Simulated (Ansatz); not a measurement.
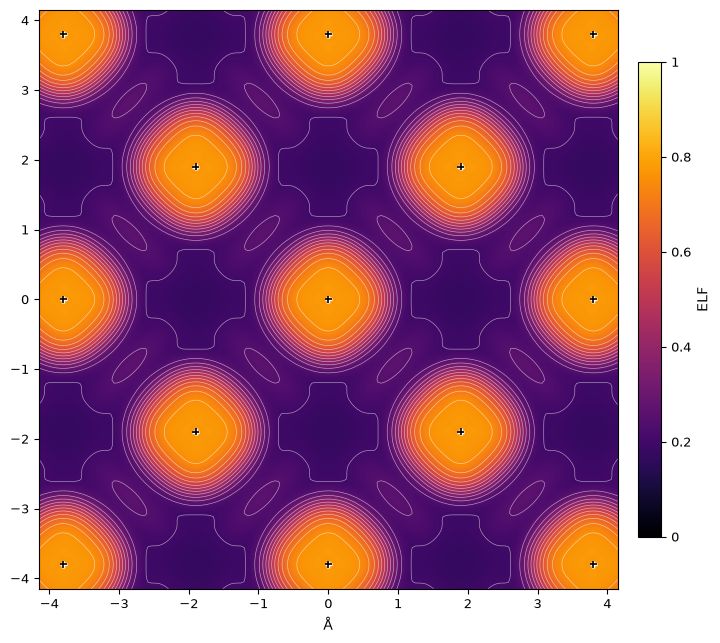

The electron localisation function on a plane through atoms (crosses mark nuclei in the plane).

These are results of DFT, r2SCAN, PAW with Ansatz's default frozen-core files, scalar-relativistic; relaxation of cell and atoms (Ansatz 0.2.0), not measurements.

Candidates:
A. Be2C, a = 4.29 Å, b = 4.29 Å, c = 4.29 Å, α = 90.00°, β = 90.00°, γ = 90.00°. Space group Fm-3m; computed pressure about 4 GPa in this cell.
B. Rh, a = 3.80 Å, b = 3.80 Å, c = 3.80 Å, α = 90.00°, β = 90.00°, γ = 90.00°. Space group Fm-3m; computed without spin polarisation.

### Which system is this?

Candidate B: Rh on the (010) plane of the conventional cell, which holds Rh. Rh–Rh (2.69 Å): the ELF is about 0.25 at the midpoint (no localised pair shows between them).
